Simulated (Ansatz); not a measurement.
## Single-point calculation of Au (part 1 of 2)

System: Au (slab, 10 atoms in the cell).
Method: DFT r2SCAN, scalar-relativistic, plane waves, PAW, no spin polarisation (Ansatz 0.2.0).

The structure derives from an entry of the Crystallography Open Database. Figures and captions count atoms from 1; the log counts them from 0 in places.

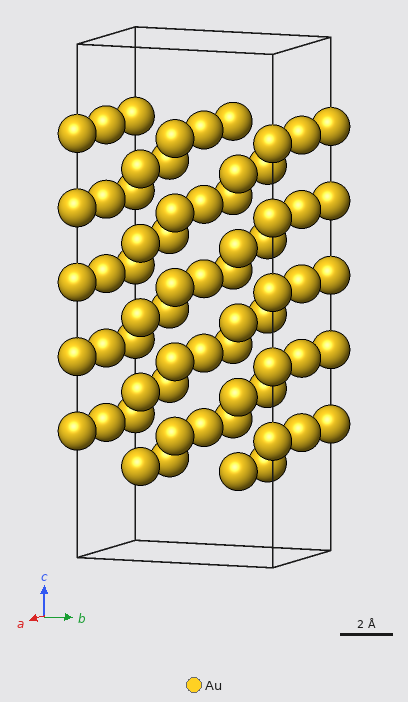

**Figure 1.** The structure as given in the input (spheres-only view of the 2 × 2 repeat of the cell, with the vacuum cut short, seen slightly off an axis).

## Results in brief

- outcome: converged
- electrons treated: 190
- free energy: −131633.3071 eV
- work function, top face: 5.01 eV
- work function, bottom face: 5.01 eV
- Fermi energy: 7.768 eV
- gap on the k-point mesh: none (metallic)
- work function (upper face): 5.01 eV
- largest force (length of the vector): 0.508 eV/Å
- hardware: 2 threads of Arm Neoverse V1, 24 GiB of memory available, shared host
- wall time: 3.4 min (CPU time 6.7 min)
- peak memory: 2 GiB

## Remarks

Warnings of the run: the exchange-correlation potential is rough where the density is thin. Spin–orbit coupling is left out, which matters for Au.

## The input
```yaml
crystal:
  lattice:
    - [2.9161274294, 0.0, 0.0]
    - [0.0, 4.1240269603, 0.0]
    - [0.0, 0.0, 28.1225734323]
  atoms:
    - { symbol: Au, position: [0.5, 0.5, 0.2666896761] }
    - { symbol: Au, position: [0.0, 0.0, 0.3185364148] }
    - { symbol: Au, position: [0.5, 0.5, 0.3703831534] }
    - { symbol: Au, position: [0.0, 0.0, 0.422229892] }
    - { symbol: Au, position: [0.5, 0.5, 0.4740766307] }
    - { symbol: Au, position: [0.0, 0.0, 0.5259233693] }
    - { symbol: Au, position: [0.5, 0.5, 0.577770108] }
    - { symbol: Au, position: [0.0, 0.0, 0.6296168466] }
    - { symbol: Au, position: [0.5, 0.5, 0.6814635852] }
    - { symbol: Au, position: [0.0, 0.0, 0.7333103239] }
basis:
  ecutwfc: 500
kpoints:
  mp_grid: { grid: [12, 9, 1] }
hamiltonian:
  xc: r2scan
scf:
  occupations: { method: gaussian, width: 0.1 }
output:
  forces: true
  stress: true
  eigenvalues: true
  write_density: true
  write_potential: true
  elf: true
  volumetric_format: npy
efield:
  axis: 3
  dipole_correction: true
```

Command:
```bash
ansatz run input.yaml --threads 2 --pin off --max-ram 5120MiB --backend cpu --events-out ev --progress --plain --runs-dir out
```

## Output
```
Engine: ansatz 0.2.0, aarch64-unknown-linux-gnu
Pseudopotentials: kind: paw
Pseudopotential: Au, paw, valence charge 19, recommended cutoff 500 eV (meta_gga), Au.paw.azcp
Functional definition: r2SCAN
  parameter k0 = 0.174
  parameter k1 = 0.065
  parameter a1 = 4.9479
  exchange = r2scan_x(k0 = k0, k1 = k1, a1 = a1)
  correlation = r2scan_c
Crystal: 10 atoms, lattice volume = 338.207 Å³
Basis set: ecut = 500 eV, 8603 PW (Γ), exchange–correlation on 96×128×864 points (64 copies of the dense FFT grid, shifted against one another)
Bands: 114, of which v1, the nominal top of the filled ones, is band 95 counted from 1 (94 counted from 0)
Symmetry: 4 space group operations
k-points: 35 of 108
Non-local potential: Au, projectors of the file, l = 0: 3, l = 1: 2, l = 2: 2, l = 3: 1
PAW form: soft (Blöchl's): semilocal exchange-correlation on the pseudo side does not see the compensation charge
PAW frozen core: Au, regenerated for the run's functional (the file was generated under x = pbe(κ = 0.804, μ = 0.2195149727645171), c = pbe(β = 0.06672455060314922))
PAW one-centre angular grid: Au, 590 points (default); XC on 160 Gauss nodes
Initial density: superposition of atomic densities (neutral atoms: chi_scale 0, normalization atom), corrected by the library's trained network
Initial wavefunctions: pseudopotential atomic-orbital guess
Functional: x = r2scan, c = r2scan; τ floored in thin density (d = 2e-4 eV/Å³)
SCF iter   1: F=—  HF=-131633.399860 eV  |F-HF|=—  |Δ(HF+E_count)|=         —  Δρ=1.06e-2  dr2=1.19e0  dr2_τ=3.26e-2  ethr=1.77e-3  p=0.000 e·Å  D=1.69e-13 V/Å  ΔV_dip=-0.00 eV  dr2_dipole=7.39e-11  V_vac-E_F(+/−)=4.73/4.73 eV  ⟨swp⟩=6.5  Hψ=15664  notcnv=0  defer=184
efield: sawtooth ramp at fractional position 0.9500 (placed from the atoms, in the widest stretch of the axis that holds none; the zero of the levels goes with the place), width 0.1000; the density the first Hamiltonian is built on has a dipole p = 0.000 e·Å; the dipole correction subtracts the counter field D = 1.69e-13 V/Å, which shifts the + side's vacuum level by -0.00 eV against the − side's; the planar-averaged density in the ramp window peaks in size at 5.5e-5 e/Å³
preconditioner: auto → LDOS  [metal: Δε(μ)=0.058 eV  Ē_g=9.597 eV  σ=0.100 eV  W_gap=0.30  n_scr=78 (ndim 8)  ℏωp=21.2 eV  f_vac=0.444  D(μ)=4.38/eV (n_scr^D=14)  β→1.0]
SCF iter   2: F=—  HF=-131633.405032 eV  |F-HF|=—  |Δ(HF+E_count)|=   5.17e-3  Δρ=1.09e-2  dr2=3.86e-1  dr2_τ=5.22e-2  ethr=6.24e-4  p=0.000 e·Å  D=5.21e-6 V/Å  ΔV_dip=-0.00 eV  dr2_dipole=2.84e-9  V_vac-E_F(+/−)=4.89/4.89 eV  ⟨swp⟩=2.1  Hψ=6734  notcnv=0  defer=450
SCF iter   3: F=—  HF=-131633.308748 eV  |F-HF|=—  |Δ(HF+E_count)|=   9.63e-2  Δρ=1.16e-3  dr2=4.99e-2  dr2_τ=1.83e-3  ethr=2.03e-4  p=0.000 e·Å  D=3.30e-6 V/Å  ΔV_dip=-0.00 eV  dr2_dipole=2.95e-11  V_vac-E_F(+/−)=4.93/4.93 eV  ⟨swp⟩=3.0  Hψ=7849  notcnv=0  defer=450
SCF iter   4: F=—  HF=-131633.306954 eV  |F-HF|=—  |Δ(HF+E_count)|=   1.79e-3  Δρ=2.86e-4  dr2=2.82e-3  dr2_τ=3.96e-5  ethr=2.63e-5  p=0.000 e·Å  D=1.42e-6 V/Å  ΔV_dip=-0.00 eV  dr2_dipole=2.52e-10  V_vac-E_F(+/−)=4.99/4.99 eV  ⟨swp⟩=1.9  Hψ=4604  notcnv=0  defer=450
SCF iter   5: F=—  HF=-131633.306820 eV  |F-HF|=—  |Δ(HF+E_count)|=   1.34e-4  Δρ=1.52e-4  dr2=2.04e-4  dr2_τ=1.60e-5  ethr=1.48e-6  p=0.000 e·Å  D=5.98e-7 V/Å  ΔV_dip=-0.00 eV  dr2_dipole=9.96e-11  V_vac-E_F(+/−)=5.00/5.00 eV  ⟨swp⟩=2.0  Hψ=5319  notcnv=0  defer=450
SCF iter   6: F=—  HF=-131633.306796 eV  |F-HF|=—  |Δ(HF+E_count)|=   2.38e-5  Δρ=2.66e-5  dr2=2.05e-6  dr2_τ=4.27e-7  ethr=1.07e-7  p=0.000 e·Å  D=2.62e-7 V/Å  ΔV_dip=-0.00 eV  dr2_dipole=4.12e-11  V_vac-E_F(+/−)=5.01/5.01 eV  ⟨swp⟩=2.1  Hψ=5454  notcnv=0  defer=450
SCF iter   7: F=—  HF=-131633.307070 eV  |F-HF|=—  |Δ(HF+E_count)|=   2.74e-4  Δρ=1.07e-5  dr2=6.75e-7  dr2_τ=6.55e-8  ethr=1.08e-9  p=0.000 e·Å  D=1.42e-7 V/Å  ΔV_dip=-0.00 eV  dr2_dipole=9.05e-12  V_vac-E_F(+/−)=5.01/5.01 eV  ⟨swp⟩=3.2  Hψ=8098  notcnv=0  defer=450
SCF iter   8: F=-131633.307070 eV  HF=-131633.307070 eV  |F-HF|=1.63e-8  |Δ(HF+E_count)|=   4.18e-7  Δρ=3.53e-6  dr2=5.23e-8  dr2_τ=8.32e-9  ethr=5.26e-11  p=0.000 e·Å  D=5.12e-8 V/Å  ΔV_dip=-0.00 eV  dr2_dipole=4.60e-13  V_vac-E_F(+/−)=5.01/5.01 eV  ⟨swp⟩=20.5  Hψ=38718  notcnv=0
SCF 1 converged in 8 iterations: F = -131633.307070 eV  dr2 = 5.23e-8
  greatest PAW one-centre occupation: 1.003 electrons in one spin orbital (limit 2), on the Au atom at site 1 (counted from 0), in its partial waves of l = 0
```

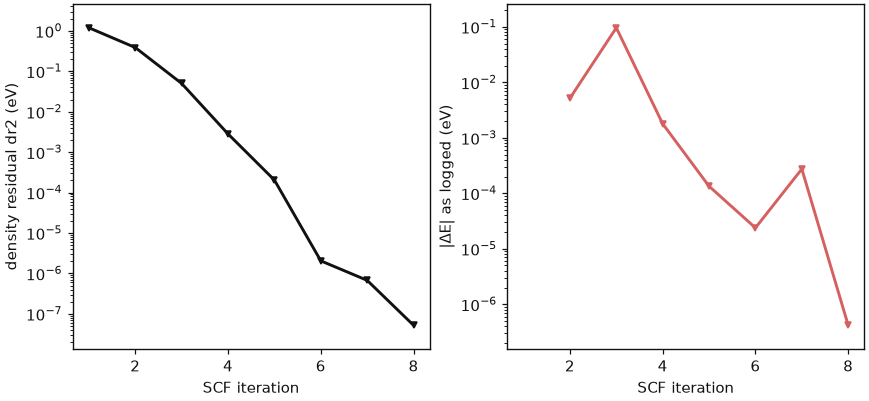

**Figure 2.** Convergence of the self-consistent field: density residual dr2 and size of the energy change against the SCF iteration. The residual falls at every step.

```
WARN: The output density's exchange-correlation potential varies sharply where the density is thin. Do not read a vacuum level from v_tot or v_xc, or from such a field of the output density. On a cell that repeats whose density bears no net charge and no dipole along the vacuum's axis use v_es (v_loc + v_h of the components); under efield.dipole_correction with no amplitude use v_es + v_field, which holds any external_charges[].barrier, or the levels of the report's work_function block, which leave it out; under a non-zero efield.amplitude the vacuum is tilted and has no level; on a cell that repeats and bears such a dipole with no correction it is tilted too, and efield.dipole_correction with no amplitude gives each side of its ramp a level where efield: is served; in a cell that repeats whose density bears a net charge (total_charge, or a fill off its count) it is curved and has none; of a slab under crystal.periodic whose density bears no net charge use v_es, which has a level on each side, short of where the two are joined; of another it falls or rises all the way out and has none; of a slab beside external_charges read slab_vacuum_level instead, which it has where they leave it neutral. The grid or the basis barely resolves most such structure, and the values can differ between equally converged runs; as a rule a tighter scf.convergence.dr2_threshold does not remove it. Where the density itself ripples (under the LDA too) a higher basis.ecutwfc lessens it. The files hold the spikes' plane waves up to the density's cutoff. Files: v_tot_of_output_density and the like, and their columns of v_z.tsv (output.write_potential); v_xc_of_output_density and the like, and their columns of v_comp_z.tsv (output.write_potential_components). Measured: with its Gaussian average of σ = 0.25 Å subtracted twice, the exchange-correlation potential is over 0.1 eV at 800 of the grid points where the equally averaged density (valence and model cores) is under 1e-3 e/Å³, and 0.447 eV at the most among them, at an averaged density of 8.2e-9 e/Å³. The input density's (outcome.potential() and, of a run that writes arrays, v_tot and v_xc) is over 0.1 eV, so measured, at 260 points of its own thin density, 0.234 eV at the most. See output.write_potential in the manual, Limitations
SCF converged after 8 iterations
Free energy (F): -131633.307070 eV
Harris-Foulkes:  -131633.307070 eV  (|F-HF|=1.63e-8)
Internal energy: -131633.285149 eV  (E = F + TS)
E sigma→0 (E₀):  -131633.296109 eV
Entropy (-TS):   -0.021921 eV (-2.192 meV/atom)
Fermi energy:    7.767702 eV
Dipole field:    D = -0.000001 V/Å  (p = -0.000001 e·Å, saw-weighted, corrected)
Work function:   Φ+ = 5.0092 eV   Φ− = 5.0092 eV
Levels:          The Fermi level and band energies are counted from a zero that moves with the ramp; work functions are not
--- Per-component energies (eV) ---
  E_band       = -4618.718029
  E_kinetic    = 6050.349867
  E_local      = -314264.755924  (includes V_loc(G=0)·N_el)
  E_nonlocal   = 761.377068
  E_hartree    = 154720.905707
  E_xc         = -2175.326013
  E_vxc        = -3060.378480  (∫ρ·V_xc dr)
  E_paw        = -97314.493083  (= ΣΔE_a)
  E_vpaw       = -3757.000779  (= ΣTr[D̂ρ^β])
  E_aug_tail   = 0.007247  (compensation charges beyond the density's cutoff)
  E_vtau       = 209.810886  (kinetic-family band-sum trace: ∫τ·v_τ [+ j·A + Jᵃ·Aᵃ] dr)
  E_efield     = 0.000000  (sawtooth field / dipole correction)
  E_vefield    = 0.000000  (∫n·V_field dr)
  E_ewald      = 120590.413219
  E_core_change = -1.763237  (= ΣΔE_core)
  E_smearing   = -0.021921  (= −TS)
  E_closure    = -0.000000  (closes the sum)
  Σ components = -131633.307070   (vs F -131633.307070, Δ=0.00e0)
--- Forces (eV/Å), atoms counted from 1 ---
  atom   1  Au     0.00000000    -0.00000000     0.44647392
  atom   2  Au    -0.00000000     0.00000000    -0.50813733
  atom   3  Au     0.00000000    -0.00000000     0.06487363
  atom   4  Au     0.00000000     0.00000000     0.00187330
  atom   5  Au    -0.00000000    -0.00000000     0.03307603
  atom   6  Au    -0.00000000     0.00000000    -0.03307591
  atom   7  Au    -0.00000000     0.00000000    -0.00187278
  atom   8  Au    -0.00000000    -0.00000000    -0.06487368
  atom   9  Au     0.00000000     0.00000000     0.50813727
  atom  10  Au     0.00000000     0.00000000    -0.44647404
  max |Σ_I F_I| component: 4.15e-7 eV/Å
--- Stress (GPa, compression-positive) ---
       -2.243519      -0.000000       0.000000
       -0.000000      -1.572566       0.000000
        0.000000       0.000000      -0.569491
  P = ⅓ Tr σ = -1.4619 GPa (-14.619 kbar)
--- Band table (eV; the first three rows and the last of 35) ---
```
